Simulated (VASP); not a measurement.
**Geometry relaxation, with input and output: SnS₂ (part 3 of 4)**

Continued. System: SnS₂ (slab, 6 atoms in the cell). Method: Kohn-Sham DFT of a periodic cell, rev-vdW-DF2, VASP PAW PBE potentials, recommended, no spin polarisation (VASP 6.6.1); cutoff 600 eV, 12×12×1 k-mesh, Gaussian smearing of 0.03 eV. The structure derives from an entry of the Crystallography Open Database.

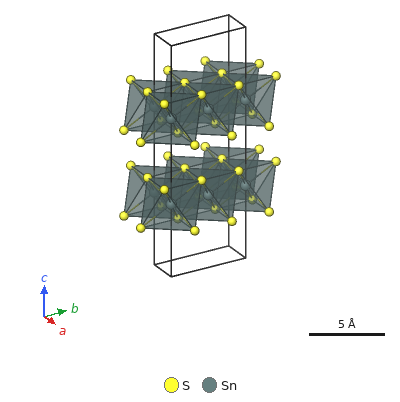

*The geometry at step 4 of the log (polyhedral view of the 1 × 2 repeat of the cell, with the vacuum cut short, seen slightly off an axis; polyhedra are completed across the faces of the cell).*

Parts of OUTCAR, continued:
```
  FORCE on cell =-STRESS in cart. coord.  units (eV):
  Direction    XX          YY          ZZ          XY          YZ          ZX
  --------------------------------------------------------------------------------------
  -------------------------------------------------------------------------------------
  Total       -0.0530801     -0.0530801     -0.0362793     -0.0000000      0.0000000      0.0000000
  in kB       -0.2701808     -0.2701808     -0.1846635     -0.0000000      0.0000000      0.0000000
  external PRESSURE =      -0.2416750 kB  Pullay stress =       0.0000000 kB

 VOLUME and BASIS-vectors are now :
 -----------------------------------------------------------------------------
  energy-cutoff  :      600.00
  volume of cell :      314.77
      direct lattice vectors                 reciprocal lattice vectors
     3.682520494 -0.000000000  0.000000000     0.271553139  0.156781278  0.000000000
    -1.841260247  3.189156293  0.000000000     0.000000000  0.313562556  0.000000000
     0.000000000  0.000000000 26.802000000     0.000000000  0.000000000  0.037310648

 POSITION                                       TOTAL-FORCE (eV/Angst)
 -----------------------------------------------------------------------------------
      1.84126      1.06305      8.98303        -0.000000      0.000000     -0.002587
     -0.00000      2.12610     11.95199         0.000000      0.000000     -0.010304
      1.84126      1.06305     14.85001         0.000000      0.000000      0.010304
     -0.00000      2.12610     17.81897         0.000000     -0.000000      0.002587
     -0.00000      0.00000     10.46609         0.000000      0.000000      0.012508
      0.00000      0.00000     16.33591         0.000000     -0.000000     -0.012508
 -----------------------------------------------------------------------------------
    total drift:                                0.000000     -0.000000      0.000000

  FREE ENERGIE OF THE ION-ELECTRON SYSTEM (eV)
  ---------------------------------------------------
  free  energy   TOTEN  =       -15.4193485080 eV

  energy  without entropy=      -15.4193485080  energy(sigma->0) =      -15.41934851

Total vdW correction in eV:      8.1869217

--------------------------------------- Ionic step        8  -------------------------------------------

 number of electron      51.9999998 magnetization

------------------------ aborting loop because EDIFF is reached ----------------------------------------

  FORCE on cell =-STRESS in cart. coord.  units (eV):
  Direction    XX          YY          ZZ          XY          YZ          ZX
  --------------------------------------------------------------------------------------
  -------------------------------------------------------------------------------------
  Total        0.0564636      0.0564636      0.0419844      0.0000000      0.0000000      0.0000000
  in kB        0.2877151      0.2877151      0.2139350      0.0000000      0.0000000      0.0000000
  external PRESSURE =       0.2631217 kB  Pullay stress =       0.0000000 kB

 VOLUME and BASIS-vectors are now :
 -----------------------------------------------------------------------------
  energy-cutoff  :      600.00
  volume of cell :      314.42
      direct lattice vectors                 reciprocal lattice vectors
     3.680522214 -0.000000000  0.000000000     0.271700575  0.156866400  0.000000000
    -1.840261107  3.187425732  0.000000000     0.000000000  0.313732800  0.000000000
     0.000000000  0.000000000 26.802000000     0.000000000  0.000000000  0.037310648

 POSITION                                       TOTAL-FORCE (eV/Angst)
 -----------------------------------------------------------------------------------
      1.84026      1.06248      8.98284         0.000000      0.000000     -0.001192
     -0.00000      2.12495     11.95140         0.000000     -0.000000      0.008012
      1.84026      1.06248     14.85060        -0.000000      0.000000     -0.008012
     -0.00000      2.12495     17.81916         0.000000      0.000000      0.001192
      0.00000      0.00000     10.46685         0.000000     -0.000000     -0.010246
     -1.84026      3.18743     16.33515         0.000000      0.000000      0.010246
 -----------------------------------------------------------------------------------
    total drift:                                0.000000      0.000000      0.000000

  FREE ENERGIE OF THE ION-ELECTRON SYSTEM (eV)
  ---------------------------------------------------
  free  energy   TOTEN  =       -15.4193511796 eV

  energy  without entropy=      -15.4193511796  energy(sigma->0) =      -15.41935118

Total vdW correction in eV:      8.1833748

--------------------------------------- Ionic step        9  -------------------------------------------

 number of electron      51.9999998 magnetization

 Free energy of the ion-electron system (eV)
  ---------------------------------------------------
  ext. energy  EPLUGINS =         0.00000000
  ---------------------------------------------------
  free energy    TOTEN  =       -15.41936978 eV

  energy without entropy =      -15.41936978  energy(sigma->0) =      -15.41936978

 E-fermi :  -1.8410     XC(G=0):  -4.8823     alpha+bet : -4.9001

 val. band max:       -1.9796585273   @ k =   0.1667  -0.0000   0.0000
 cond. band min:      -0.5594048432   @ k =   0.5000  -0.0000   0.0000
 fundamental gap:      1.4202536841
 Fermi energy:        -1.8410024864

 k-point     1 :       0.0000    0.0000    0.0000
  band No.  band energies     occupation
      1     -22.7755      2.00000
      2     -22.7755      2.00000
      3     -22.7755      2.00000
      4     -22.7755      2.00000
      5     -22.7334      2.00000
      6     -22.7332      2.00000
      7     -22.7104      2.00000
      8     -22.7104      2.00000
      9     -22.7104      2.00000
     10     -22.7104      2.00000
     11     -15.4093      2.00000
     12     -15.3096      2.00000
     13     -13.7478      2.00000
     14     -13.5472      2.00000
     15      -7.2475      2.00000
     16      -6.7028      2.00000
     17      -3.3223      2.00000
     18      -2.5361      2.00000
     19      -2.5361      2.00000
     20      -2.4826      2.00000
     21      -2.4826      2.00000
     22      -2.3708      2.00000
     23      -2.1590      2.00000
     24      -2.1590      2.00000
     25      -2.0848      2.00000
     26      -2.0848      2.00000
     27       0.0452      0.00000
     28       0.6990      0.00000
     29       1.7679      0.00000
     30       1.7905      0.00000
     31       3.2874      0.00000

 k-point     2 :       0.0833   -0.0000    0.0000
  band No.  band energies     occupation
      1     -22.7792      2.00000
      2     -22.7792      2.00000
      3     -22.7716      2.00000
      4     -22.7716      2.00000
      5     -22.7305      2.00000
      6     -22.7304      2.00000
      7     -22.7131      2.00000
      8     -22.7131      2.00000
      9     -22.7103      2.00000
     10     -22.7103      2.00000
     11     -15.3340      2.00000
     12     -15.2348      2.00000
     13     -13.6917      2.00000
     14     -13.4946      2.00000
     15      -7.2424      2.00000
     16      -6.7471      2.00000
     17      -3.3888      2.00000
     18      -3.0812      2.00000
     19      -2.9925      2.00000
     20      -2.7642      2.00000
     21      -2.6960      2.00000
     22      -2.5029      2.00000
     23      -2.3949      2.00000
     24      -2.2243      2.00000
     25      -2.0992      2.00000
     26      -2.0130      2.00000
     27       0.4285      0.00000
     28       0.8346      0.00000
     29       2.1510      0.00000
     30       2.1907      0.00000
     31       3.2165      0.00000

 k-point     3 :       0.1667   -0.0000    0.0000
  band No.  band energies     occupation
      1     -22.7906      2.00000
      2     -22.7906      2.00000
      3     -22.7618      2.00000
      4     -22.7618      2.00000
      5     -22.7246      2.00000
      6     -22.7245      2.00000
      7     -22.7172      2.00000
      8     -22.7172      2.00000
      9     -22.7089      2.00000
     10     -22.7089      2.00000
     11     -15.1120      2.00000
     12     -15.0144      2.00000
     13     -13.5354      2.00000
     14     -13.3500      2.00000
     15      -7.2742      2.00000
     16      -6.9289      2.00000
     17      -4.2667      2.00000
     18      -3.9879      2.00000
     19      -3.2951      2.00000
     20      -3.1834      2.00000
     21      -3.1012      2.00000
     22      -3.0903      2.00000
     23      -2.9320      2.00000
     24      -2.1924      2.00000
     25      -2.0982      2.00000
     26      -1.9797      2.00000
     27       0.7113      0.00000
     28       0.8916      0.00000
     29       2.5325      0.00000
     30       2.7454      0.00000
     31       3.5085      0.00000

 k-point     4 :       0.2500   -0.0000    0.0000
  band No.  band energies     occupation
      1     -22.8080      2.00000
      2     -22.8079      2.00000
      3     -22.7516      2.00000
      4     -22.7516      2.00000
      5     -22.7306      2.00000
      6     -22.7305      2.00000
      7     -22.7071      2.00000
      8     -22.7070      2.00000
      9     -22.7037      2.00000
     10     -22.7037      2.00000
     11     -14.7580      2.00000
     12     -14.6640      2.00000
     13     -13.3182      2.00000
     14     -13.1559      2.00000
     15      -7.5046      2.00000
     16      -7.3371      2.00000
     17      -5.1914      2.00000
     18      -4.8613      2.00000
     19      -3.9140      2.00000
     20      -3.6099      2.00000
     21      -3.5908      2.00000
     22      -3.5206      2.00000
     23      -2.8710      2.00000
     24      -2.2074      2.00000
     25      -2.1777      2.00000
     26      -2.0268      2.00000
     27       0.3059      0.00000
     28       0.6202      0.00000
     29       2.7306      0.00000
     30       2.9860      0.00000
     31       4.0658      0.00000

 k-point     5 :       0.3333   -0.0000    0.0000
  band No.  band energies     occupation
      1     -22.8263      2.00000
      2     -22.8262      2.00000
      3     -22.7460      2.00000
      4     -22.7460      2.00000
      5     -22.7382      2.00000
      6     -22.7381      2.00000
      7     -22.6943      2.00000
      8     -22.6942      2.00000
      9     -22.6939      2.00000
     10     -22.6939      2.00000
     11     -14.3073      2.00000
     12     -14.2210      2.00000
     13     -13.1132      2.00000
     14     -12.9901      2.00000
     15      -8.0359      2.00000
     16      -7.9185      2.00000
     17      -5.8173      2.00000
     18      -5.5396      2.00000
     19      -4.3151      2.00000
     20      -3.9606      2.00000
     21      -3.8683      2.00000
     22      -3.8076      2.00000
     23      -2.7207      2.00000
     24      -2.3095      2.00000
     25      -2.2797      2.00000
     26      -2.1049      2.00000
     27      -0.1485      0.00000
     28       0.1192      0.00000
     29       2.7833      0.00000
     30       2.9265      0.00000
     31       4.0755      0.00000

 [... the levels of 13 k-points are left out ...]

 k-point    19 :       0.3333    0.3333    0.0000
  band No.  band energies     occupation
      1     -22.7943      2.00000
      2     -22.7943      2.00000
      3     -22.7942      2.00000
      4     -22.7942      2.00000
      5     -22.7107      2.00000
      6     -22.7107      2.00000
      7     -22.7107      2.00000
      8     -22.7107      2.00000
      9     -22.6868      2.00000
     10     -22.6867      2.00000
     11     -13.0858      2.00000
     12     -13.0858      2.00000
     13     -13.0566      2.00000
     14     -13.0566      2.00000
     15      -8.9394      2.00000
     16      -8.8962      2.00000
     17      -5.6742      2.00000
     18      -5.6742      2.00000
     19      -5.3876      2.00000
     20      -5.3876      2.00000
     21      -5.2228      2.00000
     22      -5.0132      2.00000
     23      -2.9529      2.00000
     24      -2.9529      2.00000
     25      -2.3932      2.00000
     26      -2.3932      2.00000
     27       0.2452      0.00000
     28       0.7783      0.00000
     29       3.7206      0.00000
     30       3.7206      0.00000
     31       4.4996      0.00000

------------------------ aborting loop because EDIFF is reached ----------------------------------------

  FORCE on cell =-STRESS in cart. coord.  units (eV):
  Direction    XX          YY          ZZ          XY          YZ          ZX
  --------------------------------------------------------------------------------------
  -------------------------------------------------------------------------------------
  Total        0.0041040      0.0041040     -0.0035235      0.0000000      0.0000000      0.0000000
  in kB        0.0209012      0.0209012     -0.0179448      0.0000000      0.0000000      0.0000000
  external PRESSURE =       0.0079526 kB  Pullay stress =       0.0000000 kB

 VOLUME and BASIS-vectors are now :
 -----------------------------------------------------------------------------
  energy-cutoff  :      600.00
  volume of cell :      314.59
      direct lattice vectors                 reciprocal lattice vectors
     3.681499432 -0.000000000  0.000000000     0.271628454  0.156824761  0.000000000
    -1.840749716  3.188272028  0.000000000     0.000000000  0.313649523  0.000000000
     0.000000000  0.000000000 26.802000000     0.000000000  0.000000000  0.037310648

 POSITION                                       TOTAL-FORCE (eV/Angst)
 -----------------------------------------------------------------------------------
      1.84075      1.06276      8.98293         0.000000      0.000000     -0.001707
     -0.00000      2.12551     11.95169         0.000000      0.000000     -0.000727
      1.84075      1.06276     14.85031        -0.000000      0.000000      0.000727
     -0.00000      2.12551     17.81907        -0.000000      0.000000      0.001707
      0.00000      0.00000     10.46648         0.000000      0.000000      0.001050
      0.00000     -0.00000     16.33552         0.000000      0.000000     -0.001050
 -----------------------------------------------------------------------------------
    total drift:                               -0.000000     -0.000000      0.000000

  FREE ENERGIE OF THE ION-ELECTRON SYSTEM (eV)
  ---------------------------------------------------
  free  energy   TOTEN  =       -15.4193697806 eV

  energy  without entropy=      -15.4193697806  energy(sigma->0) =      -15.41936978

Total vdW correction in eV:      8.1850794

 reached required accuracy - stopping structural energy minimisation
```

CONTCAR:
```
SnS2
   1.00000000000000
     3.6814994322662704   -0.0000000000000000    0.0000000000000000
    -1.8407497161331352    3.1882720278366827    0.0000000000000000
     0.0000000000000000    0.0000000000000000   26.8019999999999996
  S               Sn
     4     2
Direct
     0.6666666699999979    0.3333333300000021    0.3351590545111376
     0.3333333300000021    0.6666666699999979    0.4459252413778037
     0.6666666699999979    0.3333333300000021    0.5540747586221964
     0.3333333300000021    0.6666666699999979    0.6648409454888624
     0.0000000000000000    0.0000000000000000    0.3905111762075588
     0.0000000000000000    0.0000000000000000    0.6094888237924412

  0.00000000E+00  0.00000000E+00  0.00000000E+00
  0.00000000E+00  0.00000000E+00  0.00000000E+00
  0.00000000E+00  0.00000000E+00  0.00000000E+00
  0.00000000E+00  0.00000000E+00  0.00000000E+00
  0.00000000E+00  0.00000000E+00  0.00000000E+00
  0.00000000E+00  0.00000000E+00  0.00000000E+00
```

Trajectory as extended XYZ (Å, eV, eV/Å), 9 frames, from step=0 to step=8:
```
6
Lattice="3.6390 0.0000 0.0000 -1.8195 3.1515 0.0000 0.0000 0.0000 26.8020" Properties=species:S:1:pos:R:3:forces:R:3 step=0 energy=-15.37984
S     1.8195    1.0505    9.0000    0.0000   0.0000  -0.3459
S     0.0000    2.1010   11.9340    0.0000   0.0000   0.3507
S     1.8195    1.0505   14.8680    0.0000   0.0000  -0.3507
S     0.0000    2.1010   17.8020    0.0000   0.0000   0.3459
Sn    0.0000    0.0000   10.4670    0.0000   0.0000  -0.0129
Sn    0.0000    0.0000   16.3350    0.0000   0.0000   0.0129
6
Lattice="3.7100 -0.0000 0.0000 -1.8550 3.2129 0.0000 0.0000 0.0000 26.8020" Properties=species:S:1:pos:R:3:forces:R:3 step=1 energy=-15.41016
S     1.8550    1.0710    8.9833    0.0000   0.0000   0.0902
S     0.0000    2.1420   11.9509    0.0000   0.0000  -0.0811
S     1.8550    1.0710   14.8511    0.0000   0.0000   0.0811
S     0.0000    2.1420   17.8187    0.0000   0.0000  -0.0902
Sn    0.0000    0.0000   10.4664    0.0000   0.0000   0.0001
Sn   -1.8550    3.2129   16.3356    0.0000   0.0000  -0.0001
6
Lattice="3.6868 -0.0000 0.0000 -1.8434 3.1928 0.0000 0.0000 0.0000 26.8020" Properties=species:S:1:pos:R:3:forces:R:3 step=2 energy=-15.41869
S     1.8434    1.0643    8.9888    0.0000   0.0000  -0.0431
S     0.0000    2.1286   11.9454    0.0000   0.0000   0.0502
S     1.8434    1.0643   14.8566    0.0000   0.0000  -0.0502
S     0.0000    2.1286   17.8132    0.0000   0.0000   0.0431
Sn    0.0000    0.0000   10.4666    0.0000   0.0000  -0.0037
Sn    0.0000    0.0000   16.3354    0.0000   0.0000   0.0037
6
Lattice="3.6877 -0.0000 0.0000 -1.8439 3.1937 0.0000 0.0000 0.0000 26.8020" Properties=species:S:1:pos:R:3:forces:R:3 step=3 energy=-15.41868
S     1.8439    1.0646    8.9885    0.0000   0.0000  -0.0374
S     0.0000    2.1291   11.9456    0.0000   0.0000   0.0443
S     1.8439    1.0646   14.8564    0.0000   0.0000  -0.0443
S     0.0000    2.1291   17.8135    0.0000   0.0000   0.0374
Sn    0.0000    0.0000   10.4666    0.0000   0.0000  -0.0036
Sn   -1.8439    3.1937   16.3354    0.0000   0.0000   0.0036
6
Lattice="3.6858 -0.0000 0.0000 -1.8429 3.1920 0.0000 0.0000 0.0000 26.8020" Properties=species:S:1:pos:R:3:forces:R:3 step=4 energy=-15.41908
S     1.8429    1.0640    8.9865    0.0000   0.0000  -0.0244
S     0.0000    2.1280   11.9480    0.0000   0.0000   0.0241
S     1.8429    1.0640   14.8540    0.0000   0.0000  -0.0241
S     0.0000    2.1280   17.8155    0.0000   0.0000   0.0244
Sn    0.0000    0.0000   10.4664    0.0000   0.0000   0.0019
Sn    0.0000    0.0000   16.3356    0.0000   0.0000  -0.0019
6
Lattice="3.6827 -0.0000 0.0000 -1.8413 3.1893 0.0000 0.0000 0.0000 26.8020" Properties=species:S:1:pos:R:3:forces:R:3 step=5 energy=-15.41935
S     1.8413    1.0631    8.9832    0.0000   0.0000  -0.0034
S     0.0000    2.1262   11.9518    0.0000   0.0000  -0.0090
S     1.8413    1.0631   14.8502    0.0000   0.0000   0.0090
S     0.0000    2.1262   17.8188    0.0000   0.0000   0.0034
Sn    3.6827    0.0000   10.4661    0.0000   0.0000   0.0108
Sn    1.8413    3.1893   16.3359    0.0000   0.0000  -0.0108
6
Lattice="3.6825 -0.0000 0.0000 -1.8413 3.1892 0.0000 0.0000 0.0000 26.8020" Properties=species:S:1:pos:R:3:forces:R:3 step=6 energy=-15.41935
S     1.8413    1.0631    8.9830    0.0000   0.0000  -0.0026
S     0.0000    2.1261   11.9520    0.0000   0.0000  -0.0103
S     1.8413    1.0631   14.8500    0.0000   0.0000   0.0103
S     0.0000    2.1261   17.8190    0.0000   0.0000   0.0026
Sn    0.0000    0.0000   10.4661    0.0000   0.0000   0.0125
Sn    0.0000    0.0000   16.3359    0.0000   0.0000  -0.0125
6
Lattice="3.6805 -0.0000 0.0000 -1.8403 3.1874 0.0000 0.0000 0.0000 26.8020" Properties=species:S:1:pos:R:3:forces:R:3 step=7 energy=-15.41935
S     1.8403    1.0625    8.9828    0.0000   0.0000  -0.0012
S     0.0000    2.1250   11.9514    0.0000   0.0000   0.0080
S     1.8403    1.0625   14.8506    0.0000   0.0000  -0.0080
S     0.0000    2.1250   17.8192    0.0000   0.0000   0.0012
Sn    0.0000    0.0000   10.4669    0.0000   0.0000  -0.0102
Sn   -1.8403    3.1874   16.3351    0.0000   0.0000   0.0102
6
Lattice="3.6815 -0.0000 0.0000 -1.8407 3.1883 0.0000 0.0000 0.0000 26.8020" Properties=species:S:1:pos:R:3:forces:R:3 step=8 energy=-15.41937
S     1.8408    1.0628    8.9829    0.0000   0.0000  -0.0017
S     0.0000    2.1255   11.9517    0.0000   0.0000  -0.0007
S     1.8408    1.0628   14.8503    0.0000   0.0000   0.0007
S     0.0000    2.1255   17.8191    0.0000   0.0000   0.0017
Sn    0.0000    0.0000   10.4665    0.0000   0.0000   0.0011
Sn    0.0000    0.0000   16.3355    0.0000   0.0000  -0.0011
```

The run was set up as follows.

INCAR:
```
SYSTEM = SnS2
AGGAC = 0.0 ; ALGO = Normal
EDIFF = 1E-6 ; EDIFFG = -0.01
ENCUT = 600 ; GGA = MK
IBRION = 2 ; ISIF = 3
ISMEAR = 0 ; KPAR = 2
LASPH = .True. ; LATTICE_CONSTRAINTS = .TRUE. .TRUE. .FALSE.
LCHARG = .False. ; LREAL = .False.
LUSE_VDW = .True. ; LWAVE = .False.
NELM = 80 ; NSW = 90
PARAM1 = 0.1234 ; PARAM2 = 0.711357
PREC = Accurate ; SIGMA = 0.03
ZAB_VDW = -1.8867
```

KPOINTS:
```
k-points
0
Gamma
  12 12 1
  0 0 0
```
